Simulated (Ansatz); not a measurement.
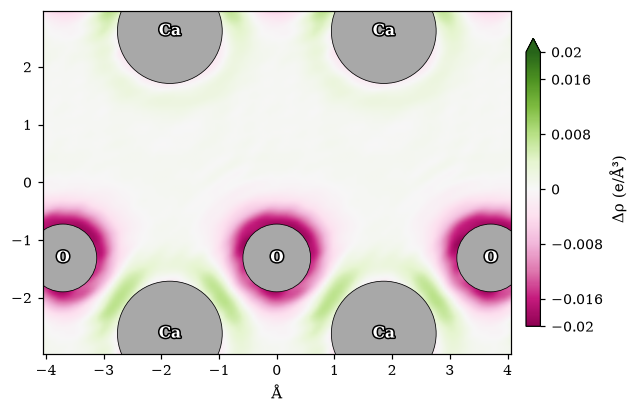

CaO. Difference of the valence pseudo-densities of two functionals at the same geometry, on the (011̄) plane of the calculation cell: one of PBE and r2SCAN less the other.

Both computed with Ansatz (plane waves, PAW), on the same k-point mesh. Grey discs cover the atomic cores.

Which was subtracted from which, and what does the map show?

Answer. It is PBE less r2SCAN. Against r2SCAN, PBE gives less density around O (−0.013 e/Å³ on average at 0.7 Å from the nucleus) and a change of +0.007 e/Å³ at the midpoint of Ca–O.
